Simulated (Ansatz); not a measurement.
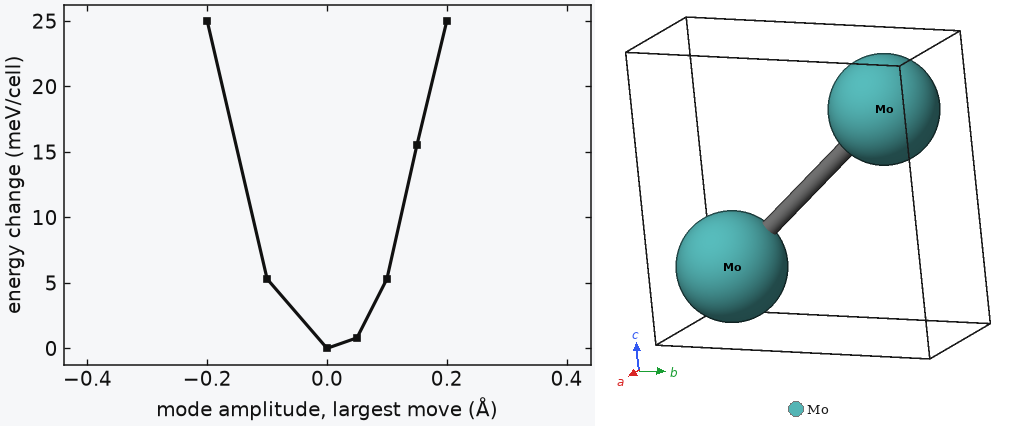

Plotted: energy change against mode amplitude for Mo, space group P6/mmm (No. 191). The cell is drawn beside the plot.

Structure:
```xyz
2
Lattice="2.7423 0.0000 0.0000 1.3712 -2.3749 -2.4921 1.3712 2.3749 -2.4921" Properties=species:S:1:pos:R:3 pbc="T T T"
Mo    2.7423    0.0000   -1.2460
Mo    2.7423    0.0000   -3.7381
```

Displacement pattern for amplitude 1 (x, y, z for each atom, in the order of the cell):
```json
{"atom": "Mo1", "x": "1.00", "y": "0.00", "z": "0.00"}
{"atom": "Mo2", "x": "-1.00", "y": "0.00", "z": "0.00"}
```

How it was computed, with Ansatz 0.2.0: a normal mode of the cell frozen into a crystal at growing amplitude, by plane-wave density functional theory with PAW datasets, free energies less that of the undisturbed cell; scalar-relativistic. Level: PBEsol, no spin polarisation.

- wave cutoff: 420 eV
- k mesh: 24×24×24
- occupations: Gaussian
- smearing width: 0.15 eV
- k shift: (0, 0, 0) (mesh steps)
- start: relaxed

The points at mode amplitude −0.3, −0.1, 0.2 and 0.4 follow from computed ones by symmetry.

The points at mode amplitude −0.40 Å, −0.30 Å, 0.25 Å, 0.30 Å, 0.35 Å and 0.40 Å are left out of the plot. What values does the calculation give there?

```tsv
mode amplitude, largest move (Å)	energy change (meV/cell)
-0.40	28.9
-0.30	29.4
0.25	27.6
0.30	29.4
0.35	27.6
0.40	28.9
```
